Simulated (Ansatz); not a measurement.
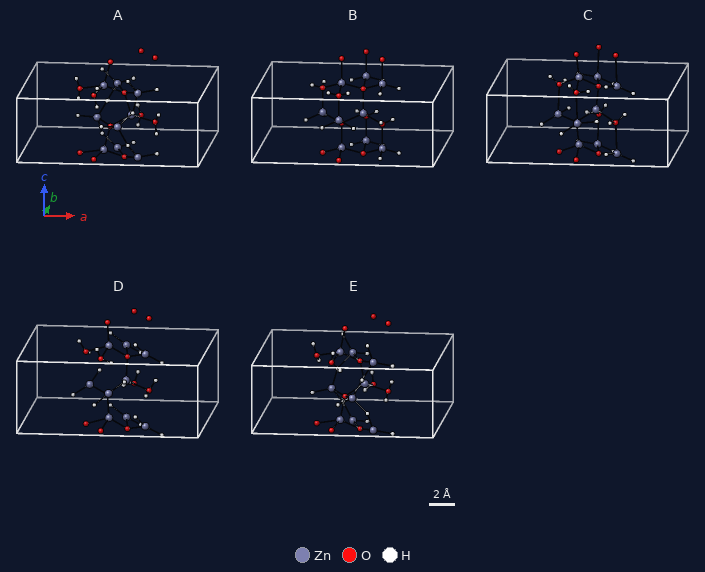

5 geometries from one relaxation of a wire of composition Zn3H8O3, in shuffled order. The picture is a ball-and-stick view of the cell of the calculation, with the vacuum cut short, seen from a free direction.

Case: wire along [0 0 1], 12 atoms a period, capped with H.

These are results of DFT PBE, scalar-relativistic, plane waves, PAW in Ansatz, not measurements. Set-up: plane-wave cutoff 420 eV; k-point mesh 1 × 1 × 6; occupations gaussian; smearing width 0.05 eV; no spin polarisation; cell relaxed at fixed a, b, alpha, beta, gamma; force threshold 0.02 eV/Å; at most 45 steps.

Order the frames from highest to lowest energy.

B, C, D, E, A. They are steps 0, 6, 15, 28, 40, at +5.645 eV per cell of the calculation, +1.140 eV per cell of the calculation, +0.975 eV per cell of the calculation, +0.389 eV per cell of the calculation relative to the last. The largest moves relative to the centre of the atoms, 1.79 Å, are those of H atoms. Largest moves by element: H 1.79 Å, Zn 1.22 Å, O 0.82 Å. Along the periodic axis the drawn cell goes c 5.293 → 5.255 Å (−0.7 %). Some distances before and after: H–Zn 4.562 → 1.709 Å, O–Zn 2.007 → 3.243 Å, H–Zn 1.550 → 1.683 Å, O–Zn 1.999 → 2.093 Å. New bonds form, among them: H–Zn (4.56 → 1.71 Å). Bonds break, among them: O–Zn (2.01 → 3.24 Å). Bond angles that change, for instance: Zn–O–Zn 110.3° → 155.9°, O–Zn–O 110.3° → 85.6°, Zn–O–Zn 108.7° → 129.7°. The energy falls by 5.645 eV per cell of the calculation in 34 accepted moves (40 points after the start). The largest force component goes from 2.1 to 0.0094 eV/Å. The line search rejected the trial steps at points 16, 19, 25, 33, 37 of the run. At 1 point the geometry stayed and the basis and grid were re-selected for the new cell (energy shift of 5.6 meV per cell of the calculation at most each time). The run took 18 min on 4 threads of Arm Neoverse V1, on a shared host, peak memory 2.2 GiB.
